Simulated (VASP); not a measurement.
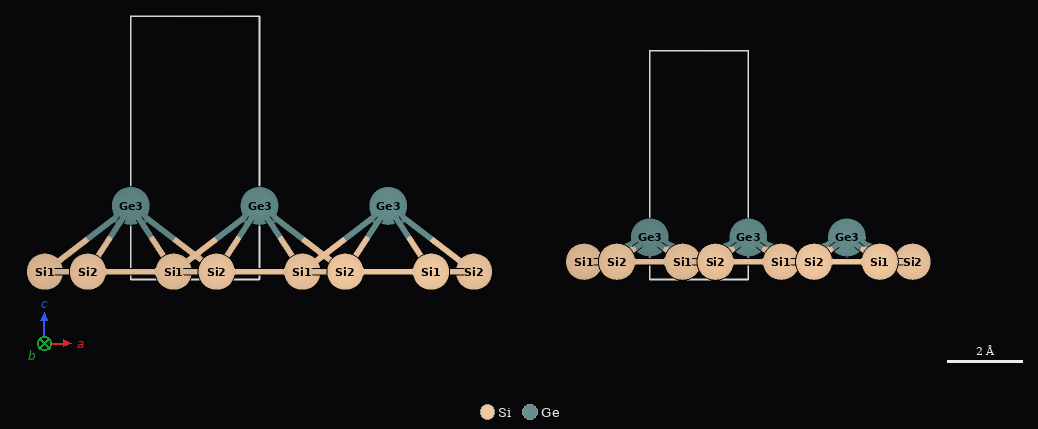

Two geometries of solid Si2Ge (a generated structure, set up in P6mm), drawn at one scale. One is the start of a relaxation, the other its converged end. A ball-and-stick model of the cell of the calculation, repeated 2 × 1 × 1 with one cell outlined, seen along the b axis.

Theory: Kohn-Sham DFT of a periodic cell, PBE, VASP PAW PBE potentials, recommended in VASP 6.6.1. Settings: plane-wave cutoff 520 eV; k-point mesh 8 × 8 × 4; occupations gaussian; smearing width 0.15 eV; no spin polarisation.

Q: Which geometry has the lower energy?

A: The left one is the relaxed one. The run lets cell and atoms move. The atom that moves furthest relative to the cell is Ge3 (0.67 Å along +c). By element the largest moves are Ge 0.67 Å, Si 0.34 Å. The drawn cell changes as follows: a = b 3.042 → 3.973 Å (+30.6 %), c 6.113 → 7.035 Å (+15.1 %); the volume changes by +96.3 %. Among the contacts that change: Si1–Ge3 1.872 → 2.890 Å, Si1–Si1 3.042 → 3.973 Å, Si1–Si2 1.756 → 2.294 Å. Bond angles that change, for instance: Si1–Ge3–Si2 139.4° → 105.0°, Ge3–Si1–Ge3 108.7° → 86.8°, Si1–Ge3–Si1 108.7° → 86.8°. The space group stays P6mm (No. 183). Over 12 geometry steps the energy falls by 9133 meV per atom. The largest force component goes from 23 to 0.046 eV/Å. Pressure: 239.61 GPa at the start and −0.08 GPa at the end. At step 1 the optimiser overshot: the energy rose above the start, and later steps came back. The volume changes by over a tenth within one run on a fixed set of plane waves, so the end point should be relaxed again from the new cell. It ran on 1 thread of AMD EPYC 9R45 (Zen 5) (shared host).
